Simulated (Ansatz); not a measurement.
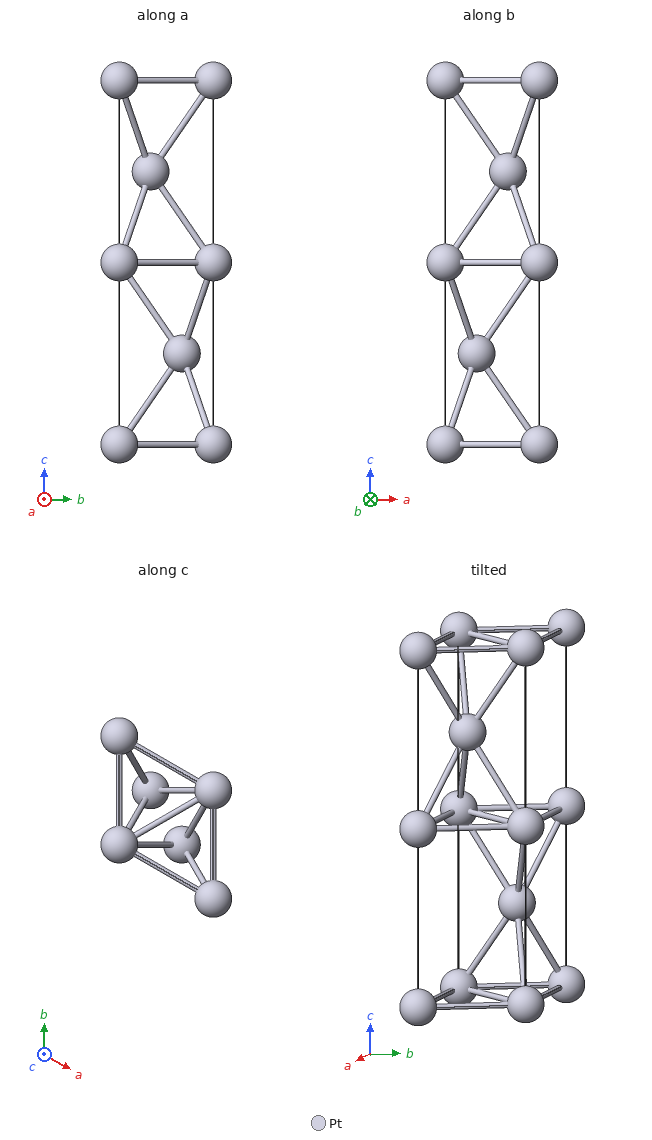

Ball-and-stick representation of a periodic structure, projected along the a axis, along the b axis, along the c axis and slightly off an axis. The wireframe shows the conventional unit cell.

Lattice parameters: a = 2.801 Å, b = 2.801 Å, c = 9.403 Å, α = 90.00°, β = 90.00°, γ = 120.00°.

Write the structure as a table of Wyckoff sites.

Space group P6_3/mmc (No. 194).
| atom | site | x | y | z |
| --- | --- | --- | --- | --- |
| Pt | 2a | 0.0000 | 0.0000 | 0.0000 |
| Pt | 2c | 0.3333 | 0.6667 | 0.2500 |

Provenance: a structure type filled with this element by a generator (whether the element takes this form wasn't checked). Earlier steps of the study may have refined or changed the cell and positions. Ansatz was used for an electronic-structure calculation on it.

At this level of theory the cell isn't at rest (stretched, at -9 GPa), so its distances can differ from those at equilibrium, the more so the softer the solid.
